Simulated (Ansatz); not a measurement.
# Run report: Ta, geometry relaxation

- system: Ta (I4₁/amd, 2 atoms in the cell)
- method: DFT, PBE, PAW with Ansatz's default frozen-core files, scalar-relativistic, no spin polarisation (Ansatz 0.2.0)

Its volume is 0.76 times that of the source entry. It belongs to a series of runs on one base structure; here: shape and atoms relaxed at 0.76 of the volume. Figures and captions count atoms from 1; the log counts them from 0 in places.

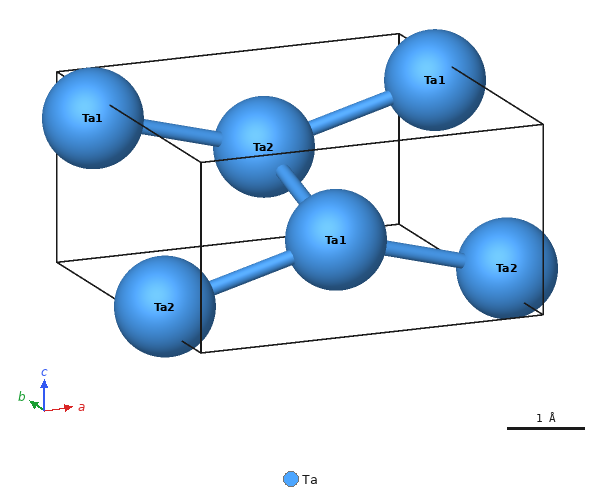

Figure 1. The starting structure (ball-and-stick view of the cell 2 times as large as that of the calculation, set on its symmetry axes, seen slightly off an axis; atoms are numbered from 1 in the order of the input). Near neighbours in the crystal (not all of them lie inside the picture): Ta has 6 Ta at 2.50 to 2.57 Å.

### Results in brief

| quantity | value |
| --- | --- |
| outcome | converged |
| space group (tolerance 0.01 Å) | I4₁/amd (141) |
| electrons treated | 26 |
| free energy | −19861.2812 eV |
| Fermi energy | 23.473 eV |
| pressure | 73.23 GPa |
| final volume | 29.92 Å³ |
| largest force (length of the vector) at the end | under 0.001 eV/Å |
| final cell | a = 3.632 Å, b = 3.632 Å, c = 3.632 Å, α = 97.37°, β = 97.37°, γ = 138.03° |
| hardware | 1 thread of Arm Neoverse V1, 24 GiB of memory available, shared host |
| wall time | 52 s |
| peak memory | 0.45 GiB |

Spin–orbit coupling is left out, which matters for Ta. The cell is under a pressure of 73 GPa at this level, so it is not at its equilibrium volume.

### Input file
```yaml
crystal:
  lattice:
    - [-2.4131488146, 2.4131488146, 1.2844961083]
    - [2.4131488146, -2.4131488146, 1.2844961083]
    - [2.4131488146, 2.4131488146, -1.2844961083]
  atoms:
    - { symbol: Ta, position: [-0.375, -0.125, -0.25] }
    - { symbol: Ta, position: [0.375, 0.125, 0.25] }
kpoints:
  mp_grid: { grid: [17, 17, 17] }
scf:
  occupations: { method: fermi_dirac, width: 0.1 }
hamiltonian:
  xc: pbe
  pseudopotentials: { kind: paw }
output:
  forces: true
  stress: true
relax:
  f_tol: 0.005
  max_steps: 30
  cell: { stress_tol: 0.15, fix: [volume] }
```

Launched with:
```bash
ansatz run input.yaml --threads 1 --pin off --max-ram 2048MiB --backend cpu --events-out ev --progress --plain --runs-dir out
```

### The program's output
```
Engine: ansatz 0.2.0, aarch64-unknown-linux-gnu
Pseudopotentials: kind: paw
Pseudopotential: Ta, paw, valence charge 13, recommended cutoff 420 eV (normal), Ta.paw.azcp
Functional definition: PBE
  parameter kappa = 0.804
  parameter beta = 0.06672455060314922
  exchange = pbe_x(kappa = kappa, mu = beta*pi^2/3)
  correlation = pbe_c(beta = beta)
Crystal: 2 atoms, lattice volume = 29.920 Å³
Basis set: ecut = 420 eV, 585 PW (Γ), exchange–correlation on 50×50×50 points (8 copies of the dense FFT grid, shifted against one another)
Bands: 17, of which v1, the nominal top of the filled ones, is band 13 counted from 1 (12 counted from 0)
Symmetry: 16 space group operations
Space group: I41/amd (ITA 141), of the structure as read, at distance tolerance 3.1e-5 Å
k-points: 405 of 4913
Non-local potential: Ta, projectors of the file, l = 0: 3, l = 1: 2, l = 2: 2, l = 3: 1
PAW form: soft (Blöchl's): semilocal exchange-correlation on the pseudo side does not see the compensation charge
PAW one-centre angular grid: Ta, 590 points (default); XC on 64 Gauss nodes
Initial density: superposition of atomic densities (neutral atoms: chi_scale 0, normalization atom), corrected by the library's trained network
Initial wavefunctions: pseudopotential atomic-orbital guess
Functional: x = pbe(κ = 0.804, μ = 0.2195149727645171), c = pbe(β = 0.06672455060314922)
SCF iter   1: F=—  HF=-19861.295043 eV  |F-HF|=—  |Δ(HF+E_count)|=         —  Δρ=1.99e-2  dr2=7.19e-2  ethr=1.77e-3  ⟨swp⟩=5.4  Hψ=33102  notcnv=0
preconditioner: auto → none  [metal: Δε(μ)=0.011 eV  Ē_g=5.779 eV  σ=0.100 eV  W_gap=0.03  n_scr=8 (ndim 8)  ℏωp=21.5 eV  f_vac=0.000  D(μ)=1.78/eV (n_scr^D=16)  sad-step TF]
SCF iter   2: F=—  HF=-19861.280737 eV  |F-HF|=—  |Δ(HF+E_count)|=   1.43e-2  Δρ=1.18e-2  dr2=2.75e-2  ethr=2.76e-4  ⟨swp⟩=1.0  Hψ=10126  notcnv=0
SCF iter   3: F=—  HF=-19861.271874 eV  |F-HF|=—  |Δ(HF+E_count)|=   8.86e-3  Δρ=6.77e-4  dr2=4.92e-5  ethr=1.06e-4  ⟨swp⟩=2.0  Hψ=8868  notcnv=0
SCF iter   4: F=—  HF=-19861.271853 eV  |F-HF|=—  |Δ(HF+E_count)|=   2.07e-5  Δρ=8.61e-5  dr2=1.30e-6  ethr=1.89e-7  ⟨swp⟩=2.1  Hψ=11658  notcnv=0
iter 5 did not close the SCF: its close was put off for the readings that it lacked (scf_convergence_deferred on its scf_iter line)
SCF iter   5: F=-19861.271852 eV  HF=-19861.271852 eV  |F-HF|=2.29e-8  |Δ(HF+E_count)|=   3.72e-7  Δρ=1.20e-5  dr2=3.81e-8  ethr=4.98e-9  ⟨swp⟩=3.0  Hψ=12850  notcnv=0
SCF iter   6: F=-19861.271852 eV  HF=-19861.271852 eV  |F-HF|=5.86e-10  |Δ(HF+E_count)|=   1.34e-8  Δρ=2.92e-6  dr2=6.58e-10  ethr=1.47e-10  ⟨swp⟩=2.0  Hψ=24051  notcnv=0
SCF 1 converged in 6 iterations: F = -19861.271852 eV  dr2 = 6.58e-10
  greatest PAW one-centre occupation: 1.000 electrons in one spin orbital (limit 2), on the Ta atom at site 1 (counted from 0), in its partial waves of l = 0
relax step   1: F+E_penalty+E_count = -19861.27185248 eV  Δ(F+E_penalty+E_count) = +0.000e0 eV  max|allowed force component| = 1.041e-17 eV/Å  Δτ_max = 0.0000 Å  P = +73.604 GPa  Ω = 29.920 Å³  fix = [volume]  reactions: volume +73.604 GPa  (6 SCF iters, dr2 threshold 1.00e-7 eV, accepted)
Initial density: handed on by an earlier stage of this run
Initial wavefunctions: those handed on with the density
iter 1 solved again at ethr=1.26e-5 eV; its pass at ethr=3.10e-3 eV (dr2=3.26e-3 eV) is discarded
SCF iter   1: F=—  HF=-19861.281886 eV  |F-HF|=—  |Δ(HF+E_count)|=         —  Δρ=3.30e-3  dr2=3.16e-3  ethr=1.26e-5  ⟨swp⟩=1.7  Hψ=45844  notcnv=0
preconditioner: auto → none  [metal: Δε(μ)=0.007 eV  Ē_g=5.812 eV  σ=0.100 eV  W_gap=0.02  n_scr=8 (ndim 8)  ℏωp=21.5 eV  f_vac=0.000  D(μ)=1.79/eV (n_scr^D=16)]
SCF iter   2: F=—  HF=-19861.280749 eV  |F-HF|=—  |Δ(HF+E_count)|=   1.14e-3  Δρ=1.11e-3  dr2=2.38e-4  ethr=1.21e-5  ⟨swp⟩=2.4  Hψ=9605  notcnv=0
SCF iter   3: F=—  HF=-19861.280684 eV  |F-HF|=—  |Δ(HF+E_count)|=   6.51e-5  Δρ=2.29e-4  dr2=3.74e-6  ethr=9.17e-7  ⟨swp⟩=2.4  Hψ=9700  notcnv=0
SCF iter   4: F=—  HF=-19861.280686 eV  |F-HF|=—  |Δ(HF+E_count)|=   1.39e-6  Δρ=9.75e-6  dr2=8.83e-9  ethr=1.44e-8  ⟨swp⟩=2.4  Hψ=11907  notcnv=0
iter 5 did not close the SCF: its close was put off for the readings that it lacked (scf_convergence_deferred on its scf_iter line)
SCF iter   5: F=-19861.280686 eV  HF=-19861.280686 eV  |F-HF|=1.09e-11  |Δ(HF+E_count)|=   5.46e-9  Δρ=6.66e-7  dr2=3.94e-11  ethr=3.39e-11  ⟨swp⟩=2.3  Hψ=9897  notcnv=0
SCF iter   6: F=-19861.280686 eV  HF=-19861.280686 eV  |F-HF|=0.00e0  |Δ(HF+E_count)|=  2.18e-11  Δρ=4.46e-8  dr2=4.55e-13  ethr=1.00e-12  ⟨swp⟩=1.0  Hψ=15525  notcnv=0
SCF 2 converged in 6 iterations: F = -19861.280686 eV  dr2 = 4.55e-13
relax step   2: F+E_penalty+E_count = -19861.28068562 eV  Δ(F+E_penalty+E_count) = -8.833e-3 eV  max|allowed force component| = 3.469e-18 eV/Å  Δτ_max = 0.0000 Å  P = +73.167 GPa  Ω = 29.920 Å³  energy of the carried Pulay correction = -3.860e-6 eV  fix = [volume]  reactions: volume +73.167 GPa  (6 SCF iters, dr2 threshold 2.00e-7 eV, accepted)
Basis set: ecut = 420 eV, 569 PW (Γ), exchange–correlation on 50×50×50 points (8 copies of the dense FFT grid, shifted against one another)
iter 1 solved again at ethr=1.89e-7 eV; its pass at ethr=3.10e-3 eV (dr2=4.90e-5 eV) is discarded
SCF iter   1: F=—  HF=-19861.281202 eV  |F-HF|=—  |Δ(HF+E_count)|=         —  Δρ=5.91e-4  dr2=1.01e-4  ethr=1.89e-7  ⟨swp⟩=3.0  Hψ=44557  notcnv=0
eigensolver tolerance schedule calibrated: the retry pair's looser diagonalisation under-reported the residual by θ = 0.52 (0.12/decade); ethr = c·dr2/N_el runs at the constant in force after the calibration composes with the one it found (an armed cap, an earlier calibration), c = 6.7e-2
preconditioner: auto → none  [metal: Δε(μ)=0.002 eV  Ē_g=5.813 eV  σ=0.100 eV  W_gap=0.01  n_scr=8 (ndim 8)  ℏωp=21.5 eV  f_vac=0.000  D(μ)=1.79/eV (n_scr^D=16)]
SCF iter   2: F=—  HF=-19861.281166 eV  |F-HF|=—  |Δ(HF+E_count)|=   3.64e-5  Δρ=1.98e-4  dr2=7.59e-6  ethr=1.89e-7  ⟨swp⟩=2.5  Hψ=10893  notcnv=0
iter 3 did not close the SCF: its close was put off for the readings that it lacked (scf_convergence_deferred on its scf_iter line)
SCF iter   3: F=-19861.281164 eV  HF=-19861.281164 eV  |F-HF|=2.92e-8  |Δ(HF+E_count)|=   2.02e-6  Δρ=4.13e-5  dr2=1.22e-7  ethr=1.96e-8  ⟨swp⟩=2.3  Hψ=9993  notcnv=0
iter 4 did not close the SCF: its close was put off for the readings that it lacked (scf_convergence_deferred on its scf_iter line)
SCF iter   4: F=-19861.281164 eV  HF=-19861.281164 eV  |F-HF|=1.60e-10  |Δ(HF+E_count)|=   3.54e-8  Δρ=1.76e-6  dr2=2.90e-10  ethr=3.15e-10  ⟨swp⟩=2.7  Hψ=12275  notcnv=0
iter 5 did not close the SCF: its close was put off for the readings that it lacked (scf_convergence_deferred on its scf_iter line)
SCF iter   5: F=-19861.281164 eV  HF=-19861.281164 eV  |F-HF|=1.46e-11  |Δ(HF+E_count)|=  1.49e-10  Δρ=1.36e-7  dr2=2.88e-12  ethr=1.00e-12  ⟨swp⟩=2.3  Hψ=10037  notcnv=0
SCF iter   6: F=-19861.281164 eV  HF=-19861.281164 eV  |F-HF|=0.00e0  |Δ(HF+E_count)|=  1.46e-11  Δρ=2.93e-8  dr2=2.66e-13  ethr=1.00e-12  ⟨swp⟩=1.0  Hψ=15390  notcnv=0
SCF 3 converged in 6 iterations: F = -19861.281164 eV  dr2 = 2.66e-13
relax step   3: F+E_penalty+E_count = -19861.28116386 eV  Δ(F+E_penalty+E_count) = -4.782e-4 eV  max|allowed force component| = 1.041e-17 eV/Å  Δτ_max = 0.0000 Å  P = +73.227 GPa  Ω = 29.920 Å³  energy of the carried Pulay correction = -3.159e-6 eV  fix = [volume]  reactions: volume +73.227 GPa  (6 SCF iters, dr2 threshold 2.00e-7 eV, accepted)
Initial wavefunctions: pseudopotential atomic-orbital guess (no wavefunctions were taken with the density)
iter 1 solved again at ethr=3.81e-8 eV; its pass at ethr=3.10e-3 eV (dr2=9.91e-6 eV) is discarded
SCF iter   1: F=—  HF=-19861.281176 eV  |F-HF|=—  |Δ(HF+E_count)|=         —  Δρ=1.68e-4  dr2=2.07e-7  ethr=3.81e-8  ⟨swp⟩=3.7  Hψ=51403  notcnv=0
preconditioner: auto → none  [metal: Δε(μ)=0.003 eV  Ē_g=5.813 eV  σ=0.100 eV  W_gap=0.01  n_scr=8 (ndim 8)  ℏωp=21.5 eV  f_vac=0.000  D(μ)=1.79/eV (n_scr^D=16)]
SCF iter   2: F=—  HF=-19861.281186 eV  |F-HF|=—  |Δ(HF+E_count)|=   1.03e-5  Δρ=8.41e-5  dr2=5.10e-8  ethr=7.95e-10  ⟨swp⟩=1.7  Hψ=7764  notcnv=0
iter 3 did not close the SCF: its close was put off for the readings that it lacked (scf_convergence_deferred on its scf_iter line)
SCF iter   3: F=-19861.281190 eV  HF=-19861.281190 eV  |F-HF|=1.13e-10  |Δ(HF+E_count)|=   3.38e-6  Δρ=6.85e-7  dr2=2.48e-11  ethr=1.96e-10  ⟨swp⟩=1.2  Hψ=7135  notcnv=0
iter 4 did not close the SCF: its close was put off for the readings that it lacked (scf_convergence_deferred on its scf_iter line)
SCF iter   4: F=-19861.281190 eV  HF=-19861.281190 eV  |F-HF|=3.64e-12  |Δ(HF+E_count)|=  1.42e-10  Δρ=8.46e-8  dr2=6.64e-13  ethr=1.00e-12  ⟨swp⟩=2.3  Hψ=9994  notcnv=0
iter 5 did not close the SCF: its close was put off for the readings that it lacked (scf_convergence_deferred on its scf_iter line)
SCF iter   5: F=-19861.281190 eV  HF=-19861.281190 eV  |F-HF|=2.18e-11  |Δ(HF+E_count)|=  7.28e-12  Δρ=1.79e-8  dr2=4.60e-14  ethr=1.00e-12  ⟨swp⟩=1.0  Hψ=6885  notcnv=0
iter 6 did not close the SCF: its close was put off for the readings that it lacked (scf_convergence_deferred on its scf_iter line)
SCF iter   6: F=-19861.281190 eV  HF=-19861.281190 eV  |F-HF|=0.00e0  |Δ(HF+E_count)|=    0.00e0  Δρ=3.82e-9  dr2=2.58e-15  ethr=1.00e-12  ⟨swp⟩=1.0  Hψ=6885  notcnv=0
SCF iter   7: F=-19861.281190 eV  HF=-19861.281190 eV  |F-HF|=3.64e-12  |Δ(HF+E_count)|=    0.00e0  Δρ=8.80e-10  dr2=1.36e-16  ethr=1.00e-12  ⟨swp⟩=1.2  Hψ=15501  notcnv=0
SCF 4 converged in 7 iterations: F = -19861.281190 eV  dr2 = 1.36e-16
relax step   4: F+E_penalty+E_count = -19861.28118965 eV  Δ(F+E_penalty+E_count) = -2.579e-5 eV  max|allowed force component| = 1.388e-17 eV/Å  Δτ_max = 0.0000 Å  P = +73.226 GPa  Ω = 29.920 Å³  fix = [volume]  reactions: volume +73.226 GPa  stress off target by 2.15e-2 GPa on what of the cell is left free  SCF on the basis re-selected at this cell (its energy is not comparable with the rows above)  (7 SCF iters)
```

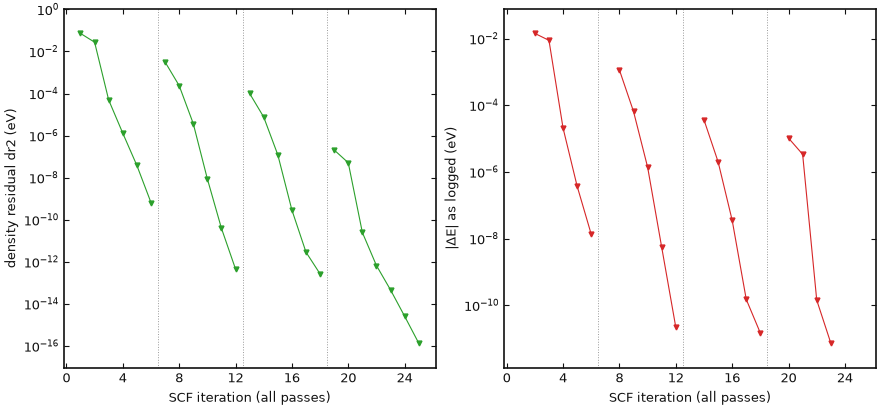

Figure 2. Convergence of the self-consistent field: density residual dr2 and size of the energy change against the SCF iteration. The dotted lines part the SCF passes of the relaxation: geometry steps, rejected trials and re-solves on a re-selected basis. The passes take 6, 6, 6 and 7 iterations.

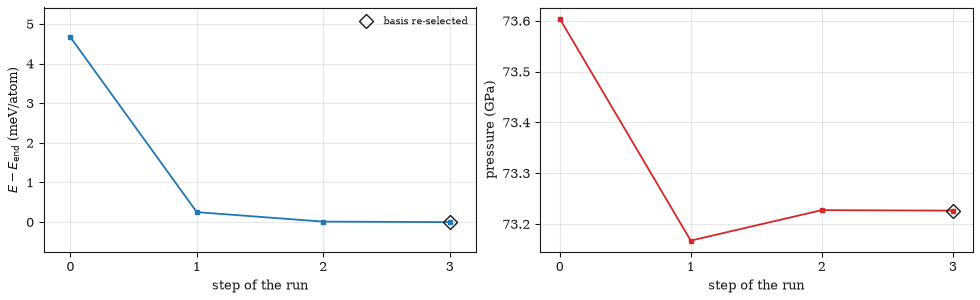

Figure 3. Progress of the relaxation, step by step (the first geometry is step 0 here and step 1 in the log).

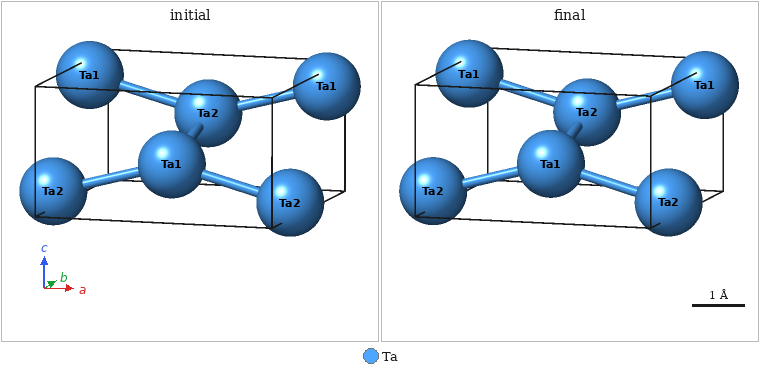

Figure 4. Before (left) and after (right) the relaxation, at one scale (ball-and-stick view of the cell 2 times as large as that of the calculation, set on its symmetry axes, seen slightly off an axis). No atom moves by more than 0.005 Å relative to the cell. The drawn cell changes at constant volume: a = b 4.826 → 4.796 Å (−0.6 %), c 2.569 → 2.602 Å (+1.3 %). Distances before and after: Ta1–Ta1 2.569 → 2.602 Å, Ta1–Ta2 2.497 → 2.485 Å. The space group stays I4_1/amd (No. 141). After 2 geometry steps the energy has fallen by 4.7 meV per atom. All forces vanish by symmetry, so only the cell relaxes. Pressure: 73.60 GPa at the start and 73.23 GPa at the end. A last SCF at the same geometry on a re-selected plane-wave basis shifts the energy by next to nothing (0.0 meV per atom). (Atoms are counted from 1 in the order of the input.)

```
basis re-selected at this cell: Δ(F+E_penalty+E_count) = -2.579e-5 eV, ΔP = -0.001 GPa vs the last step (what re-selecting the basis moved, of the pressure what is left beyond the Pulay correction that the steps carried, after the strain that the cell walked since its last selection, with what the two solves' SCF thresholds leave and, on support functions, any second-order correction that the steps lacked; it is no measure of the basis error at this ecutwfc). This SCF's stress stands 2.15e-2 GPa from its target on what of the cell is left free (relax.cell.stress_tol is 1.50e-1 GPa) and its largest allowed force component is 1.39e-17 eV/Å (relax.f_tol is 5.00e-3 eV/Å): within both
SCF converged after 7 iterations
Free energy (F): -19861.281190 eV
Harris-Foulkes:  -19861.281190 eV  (|F-HF|=3.64e-12)
Internal energy: -19861.223673 eV  (E = F + TS)
E sigma→0 (E₀):  -19861.252431 eV
Entropy (-TS):   -0.057517 eV (-28.758 meV/atom)
Fermi energy:    23.473307 eV
--- Per-component energies (eV) ---
  E_band       = -95.682021
  E_kinetic    = 753.018919
  E_local      = -938.529349  (includes V_loc(G=0)·N_el)
  E_nonlocal   = 38.405680
  E_hartree    = 349.426233
  E_xc         = -442.968455
  E_vxc        = -416.205435  (∫ρ·V_xc dr)
  E_paw        = -16797.680951  (= ΣΔE_a)
  E_vpaw       = -231.224620  (= ΣTr[D̂ρ^β])
  E_aug_tail   = 0.000319  (compensation charges beyond the density's cutoff)
  E_ewald      = -2822.896068
  E_smearing   = -0.057517  (= −TS)
  E_closure    = 0.000000  (closes the sum)
  Σ components = -19861.281190   (vs F -19861.281190, Δ=0.00e0)
--- Forces (eV/Å), atoms counted from 1 ---
  atom   1  Ta     0.00000000     0.00000000     0.00000000
  atom   2  Ta     0.00000000    -0.00000000     0.00000000
  max |Σ_I F_I| component: 0.00e0 eV/Å
--- Stress (GPa, compression-positive) ---
       73.237186       0.000000      -0.000000
        0.000000      73.237186      -0.000000
        0.000000      -0.000000      73.204935
  P = ⅓ Tr σ = 73.2264 GPa (732.264 kbar)
--- Relaxed structure (3 steps of the walk, 3 accepted, 1 SCFs on fresh bases) ---
  F+E_penalty+E_count = -19861.28118965 eV   max|allowed force component| = 1.388e-17 eV/Å   (the final SCF, on the basis selected at the relaxed cell)
  cell:  # Å, volume = 29.9200 Å³
    - [-2.3979977350483725, 2.3979977350483725, 1.3007788457458858]
    - [2.3979977350483725, -2.3979977350483725, 1.3007788457458858]
    - [2.3979977350483725, 2.3979977350483725, -1.3007788457458858]
  atoms:
    - { symbol: Ta, position: [-0.37500000000000006, -0.12499999999999996, -0.25000000000000006] }
    - { symbol: Ta, position: [0.37500000000000006, 0.12499999999999996, 0.25000000000000006] }
```

### Trajectory as extended XYZ (Å, eV, eV/Å), 4 frames, from step=1 to step=4
```
2
Lattice="-2.4131 2.4131 1.2845 2.4131 -2.4131 1.2845 2.4131 2.4131 -1.2845" Properties=species:S:1:pos:R:3:forces:R:3 step=1 energy=-19861.27185 pressure_GPa=73.60
Ta    0.0000   -1.2066   -0.3211    0.0000   0.0000   0.0000
Ta    0.0000    1.2066    0.3211    0.0000   0.0000   0.0000
2
Lattice="-2.3947 2.3947 1.3044 2.3947 -2.3947 1.3044 2.3947 2.3947 -1.3044" Properties=species:S:1:pos:R:3:forces:R:3 step=2 energy=-19861.28069 pressure_GPa=73.17
Ta    0.0000   -1.1973   -0.3261    0.0000   0.0000   0.0000
Ta    0.0000    1.1973    0.3261    0.0000   0.0000   0.0000
2
Lattice="-2.3980 2.3980 1.3008 2.3980 -2.3980 1.3008 2.3980 2.3980 -1.3008" Properties=species:S:1:pos:R:3:forces:R:3 step=3 energy=-19861.28116 pressure_GPa=73.23
Ta    0.0000   -1.1990   -0.3252    0.0000   0.0000   0.0000
Ta    0.0000    1.1990    0.3252    0.0000   0.0000   0.0000
2
Lattice="-2.3980 2.3980 1.3008 2.3980 -2.3980 1.3008 2.3980 2.3980 -1.3008" Properties=species:S:1:pos:R:3:forces:R:3 step=4 energy=-19861.28119 pressure_GPa=73.23
Ta    0.0000   -1.1990   -0.3252    0.0000   0.0000   0.0000
Ta    0.0000    1.1990    0.3252    0.0000   0.0000   0.0000
```
